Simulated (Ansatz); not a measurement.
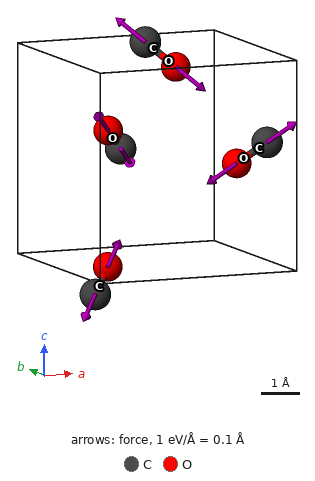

Starting geometry of crystalline CO (built on the database_198 type) (coarse preliminary run) with the computed forces as purple arrows. Style: ball-and-stick. Shown: the cell of the calculation, slightly off an axis.

Case: structure reported for this formula (P2_13, No. 198).

Method: DFT PBE, scalar-relativistic, plane waves, PAW (Ansatz).

The input:
```yaml
crystal:
  lattice:
    - [5.63, 0.0, 0.0]
    - [0.0, 5.63, 0.0]
    - [0.0, 0.0, 5.63]
  atoms:
    - { symbol: C, position: [0.958, 0.958, 0.958] }
    - { symbol: C, position: [0.542, 0.042, 0.458] }
    - { symbol: C, position: [0.458, 0.542, 0.042] }
    - { symbol: C, position: [0.042, 0.458, 0.542] }
    - { symbol: O, position: [0.067, 0.067, 0.067] }
    - { symbol: O, position: [0.433, 0.933, 0.567] }
    - { symbol: O, position: [0.567, 0.433, 0.933] }
    - { symbol: O, position: [0.933, 0.567, 0.433] }
basis:
  ecutwfc: 420
kpoints:
  mp_grid: { grid: [4, 4, 4] }
hamiltonian:
  xc: pbe
scf:
  occupations: { method: gaussian, width: 0.1 }
  lower_state_search: "off"
output:
  forces: true
  stress: true
  eigenvalues: true
relax:
  adjacent_minimum: "off"
  f_tol: 0.04
  max_steps: 70
  cell: { stress_tol: 0.4 }
```

Run as
```bash
ansatz run input.yaml --threads 1 --pin off --max-ram 2560MiB --backend cpu --events-out ev --progress --plain --runs-dir out
```

Is this structure relaxed? If not, where do the atoms go?

It isn't relaxed: the largest force vector, on O atoms, is 10.61 eV/Å. The final displacements have little in common with the starting forces (cosine between the two patterns 0.27). Over 3 accepted moves (4 points after the start) the energy falls by 179 meV per atom. Largest force component: 6.1 eV/Å at the start, 0.0063 eV/Å at the end. The pressure goes from 14.04 to 0.38 GPa. At 1 point the geometry stayed and the basis and grid were re-selected for the new cell (energy shift of 5.8 meV per atom at most each time). The largest moves relative to the cell, 0.11 Å, are those of O5, O6, O7 and O8. O5 goes along [1 1 1]. Largest moves by element: O 0.11 Å, C 0.06 Å. Cell: a = b = c 5.630 → 5.764 Å (+2.4 %). Volume +7.3 %. Some distances before and after: C1–O5 1.063 → 1.135 Å. The space group stays P2_13 (No. 198).
